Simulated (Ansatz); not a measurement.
**W: single-point calculation (part 2 of 2)**

Continued. System: W (slab, 7 atoms in the cell). Method: DFT, PBE, plane waves, PAW, no spin polarisation (Ansatz 0.2.0); cutoff 420 eV, 11×11×1 k-mesh, Fermi–Dirac smearing of 0.08 eV. 

Geometry of the input (Å; fractional positions):
```
3.1834  0.0000  0.0000
0.0000  3.1834  0.0000
0.0000  0.0000  22.2362
W  0.0000  0.0000  0.2923
W  0.5000  0.5000  0.3559
W  0.0000  0.0000  0.4291
W  0.5000  0.5000  0.5000
W  0.0000  0.0000  0.5709
W  0.5000  0.5000  0.6441
W  0.0000  0.0000  0.7077
```

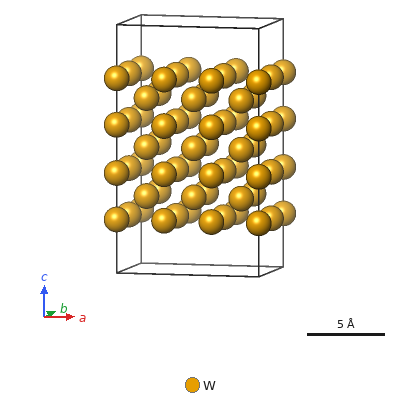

The input geometry (spheres-only view of the 3 × 2 repeat of the cell, with the vacuum cut short, seen slightly off an axis).

### Output, continued
```
  k-point 1: bands = ["-64.9384", "-64.9101", "-64.7250", "-64.7208", "-64.6746", "-64.5580", "-64.5578", "-29.4414", "-29.4275", "-29.3712", "-29.3583", "-29.2895", "-29.2505", "-29.1887", "-29.1675", "-29.0736", "-29.0699", "-29.0455", "-28.9483", "-28.7867", "-28.7489", "-28.6609", "-28.5755", "-28.5676", "-28.4618", "-28.4547", "-28.4500", "-28.4403", "0.2193", "1.2634", "2.7584", "3.7410", "3.9286", "4.1622", "4.2414", "4.8361", "5.0177", "5.3311", "6.5933", "7.6156", "7.6634", "7.7140", "7.8807", "7.9361", "8.2346", "8.5786", "8.6275", "8.7174", "8.8473", "8.9421", "9.0369", "9.5101", "9.7209", "9.7956", "9.9602", "10.4980", "10.8880", "11.1523", "11.3772"]
  k-point 2: bands = ["-64.9294", "-64.9057", "-64.7148", "-64.7116", "-64.6786", "-64.5664", "-64.5664", "-29.5215", "-29.5205", "-29.4267", "-29.3296", "-29.3092", "-29.2087", "-29.2002", "-29.1791", "-29.0821", "-29.0475", "-29.0412", "-28.9408", "-28.7758", "-28.7072", "-28.6878", "-28.6018", "-28.5509", "-28.5014", "-28.4936", "-28.4666", "-28.4425", "0.7620", "1.7083", "3.0051", "4.0573", "4.1527", "4.3058", "4.4668", "4.7812", "5.1704", "5.9413", "6.8099", "7.0188", "7.0710", "7.4365", "7.5818", "7.6438", "7.6655", "8.3984", "8.4507", "8.5735", "8.7384", "9.5263", "9.6053", "9.7721", "9.8785", "9.9984", "10.1389", "10.4952", "10.6645", "11.0831", "11.2134"]
  k-point 20: bands = ["-64.8883", "-64.8836", "-64.6874", "-64.6531", "-64.6529", "-64.6060", "-64.6060", "-29.7258", "-29.7127", "-29.5911", "-29.5903", "-29.4090", "-29.3656", "-29.2152", "-29.2108", "-29.1412", "-29.1339", "-28.9536", "-28.9474", "-28.9333", "-28.9082", "-28.8458", "-28.7379", "-28.7127", "-28.4896", "-28.4887", "-28.4670", "-28.4570", "3.3792", "3.5282", "4.3549", "4.6511", "5.4836", "5.7231", "5.7881", "5.8168", "5.8345", "6.1200", "6.3055", "6.3551", "6.7157", "6.7757", "6.8284", "7.3489", "7.4508", "8.4928", "8.5663", "10.5991", "10.6549", "10.6729", "10.7626", "10.9989", "11.0898", "11.3848", "11.6148", "11.7739", "12.1082", "12.2258", "12.2383"]
```

### File rho_z.tsv
```
# z_ang	rho[e/angstrom^3]
# format = ansatz-planar-average/11
# lattice	3.183418569	0.000000000	0.000000000
# lattice	0.000000000	3.183418569	0.000000000
# lattice	0.000000000	0.000000000	22.236200000
# sites	7
# site	74	0.000000000	0.000000000	6.499989886
# site	74	1.591709285	1.591709285	7.913631768
# site	74	0.000000000	0.000000000	9.540601849
# site	74	1.591709285	1.591709285	11.118099989
# site	74	0.000000000	0.000000000	12.695598120
# site	74	1.591709285	1.591709285	14.322568223
# site	74	0.000000000	0.000000000	15.736210114
0.000000	4.055786e-6
0.148241	-1.393743e-6
0.296483	4.352755e-6
0.444724	-7.878181e-7
0.592965	5.377558e-6
0.741207	6.953849e-7
0.889448	7.586679e-6
1.037689	3.757521e-6
1.185931	1.196897e-5
1.334172	9.759177e-6
1.482413	2.047418e-5
1.630655	2.146579e-5
1.778896	3.687596e-5
1.927137	4.400606e-5
2.075379	6.837952e-5
2.223620	8.746527e-5
2.371861	1.287444e-4
2.520103	1.705810e-4
2.668344	2.440859e-4
2.816585	3.297350e-4
2.964827	4.642990e-4
3.113068	6.333617e-4
3.261309	8.848215e-4
3.409551	1.214732e-3
3.557792	1.690002e-3
3.706033	2.328761e-3
3.854275	3.235615e-3
4.002516	4.470884e-3
4.150757	6.204233e-3
4.298999	8.576486e-3
4.447240	1.188149e-2
4.595481	1.640838e-2
4.743723	2.268085e-2
4.891964	3.132772e-2
5.040205	4.350712e-2
5.188447	6.096275e-2
5.336688	8.737968e-2
5.484929	1.304146e-1
5.633171	2.093939e-1
5.781412	3.516302e-1
5.929653	5.604081e-1
6.077895	7.892975e-1
6.226136	9.663350e-1
6.374377	1.059656e0
6.522619	1.093835e0
6.670860	1.086202e0
6.819101	1.016250e0
6.967343	8.873550e-1
7.115584	7.751009e-1
7.263825	7.669965e-1
7.412067	8.714400e-1
7.560308	1.007428e0
7.708549	1.088602e0
7.856791	1.106535e0
8.005032	1.094589e0
8.153273	1.044238e0
8.301515	9.190906e-1
8.449756	7.369453e-1
8.597997	5.789977e-1
8.746239	5.268781e-1
8.894480	6.075119e-1
9.042721	7.779528e-1
9.190963	9.514093e-1
9.339204	1.057058e0
9.487445	1.091785e0
9.635687	1.088292e0
9.783928	1.039935e0
9.932169	9.168731e-1
10.080411	7.430623e-1
10.228652	6.040516e-1
10.376893	5.806881e-1
10.525135	6.873385e-1
10.673376	8.612316e-1
10.821617	1.008730e0
10.969859	1.080199e0
11.118100	1.095726e0
11.266341	1.080199e0
11.414583	1.008730e0
11.562824	8.612315e-1
11.711065	6.873385e-1
11.859307	5.806881e-1
12.007548	6.040516e-1
12.155789	7.430623e-1
12.304031	9.168732e-1
12.452272	1.039935e0
12.600513	1.088292e0
12.748755	1.091785e0
12.896996	1.057058e0
13.045237	9.514093e-1
13.193479	7.779528e-1
13.341720	6.075119e-1
13.489961	5.268781e-1
13.638203	5.789977e-1
13.786444	7.369453e-1
13.934685	9.190907e-1
14.082927	1.044238e0
14.231168	1.094589e0
14.379409	1.106535e0
14.527651	1.088602e0
14.675892	1.007428e0
14.824133	8.714400e-1
14.972375	7.669965e-1
15.120616	7.751009e-1
15.268857	8.873549e-1
15.417099	1.016250e0
15.565340	1.086202e0
15.713581	1.093835e0
15.861823	1.059656e0
16.010064	9.663350e-1
16.158305	7.892975e-1
16.306547	5.604081e-1
16.454788	3.516301e-1
16.603029	2.093939e-1
16.751271	1.304146e-1
16.899512	8.737968e-2
17.047753	6.096276e-2
17.195995	4.350712e-2
17.344236	3.132773e-2
17.492477	2.268085e-2
17.640719	1.640838e-2
17.788960	1.188149e-2
17.937201	8.576487e-3
18.085443	6.204233e-3
18.233684	4.470883e-3
18.381925	3.235614e-3
18.530167	2.328761e-3
18.678408	1.690002e-3
18.826649	1.214731e-3
18.974891	8.848212e-4
19.123132	6.333614e-4
19.271373	4.642988e-4
19.419615	3.297348e-4
19.567856	2.440858e-4
19.716097	1.705809e-4
19.864339	1.287443e-4
20.012580	8.746523e-5
20.160821	6.837944e-5
20.309063	4.400599e-5
20.457304	3.687594e-5
20.605545	2.146580e-5
20.753787	2.047418e-5
20.902028	9.759149e-6
21.050269	1.196896e-5
21.198511	3.757525e-6
21.346752	7.586624e-6
21.494993	6.952705e-7
21.643235	5.377453e-6
21.791476	-7.878960e-7
21.939717	4.352669e-6
22.087959	-1.393821e-6
```

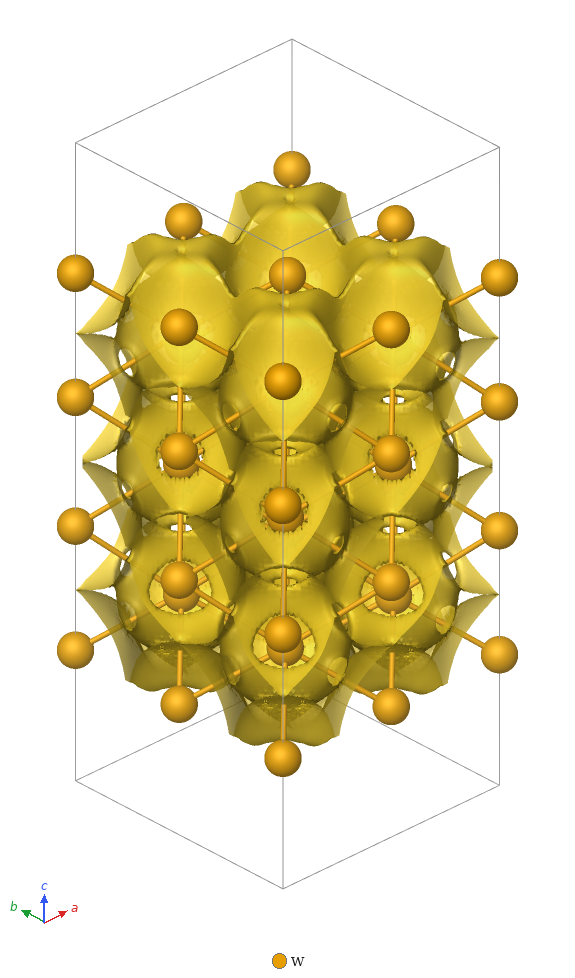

Isosurface of the ELF at 0.4 (yellow), seen at an oblique angle. Core shells and regions of very low density are left out. Sticks mark near contacts. The ELF exceeds this value in sheets that run through the cell in two directions, counted in one cell of 7 atoms. Counts are for one cell; the picture repeats the cell along the surface.  Values along the shortest contacts: W–W (2.75 Å): the ELF is about 0.40 at the midpoint, which marks metallic bonding. Core electrons are frozen (PAW), so the fields are smoothed inside the atomic spheres.

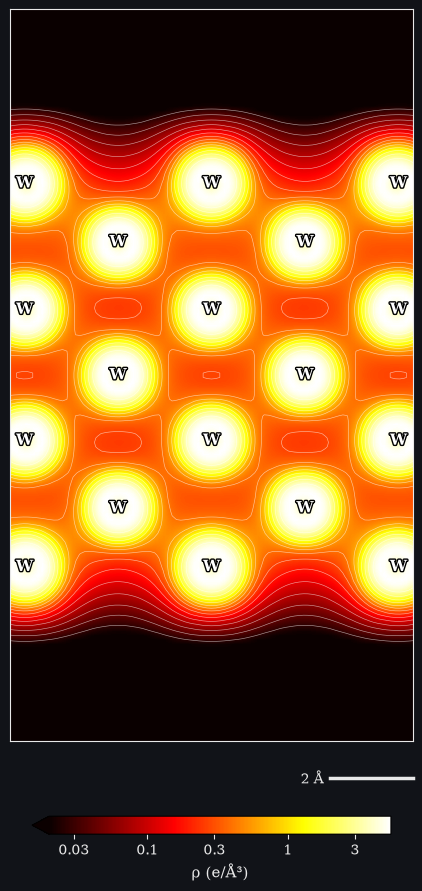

Valence charge density (pseudo) on the (11̄0) plane of the calculation cell, a cut from vacuum to vacuum. The section cuts through W sites. W–W (2.66 Å): the density is about 0.5 e/Å³ at the midpoint. W–W (2.75 Å): ρ at the midpoint is about 0.41 e/Å³. The density dies away to nearly zero in the vacuum.

### Results in brief

- outcome: converged
- electrons treated: 98
- free energy: −72688.7771 eV
- Fermi energy: 9.093 eV
- largest force (length of the vector): 0.004 eV/Å
- hardware: 3 threads of Arm Neoverse V2, 24 GiB of memory available, shared host
- wall time: 13 s (CPU time 37 s)
- peak memory: 0.63 GiB

Settings chosen away from the usual ones: scf.algorithm = "density_mixing". Warnings of the run: the density in the vacuum is higher than it should be, so vacuum levels may be off; the exchange-correlation potential is rough where the density is thin. Spin–orbit coupling is left out, which matters for W.
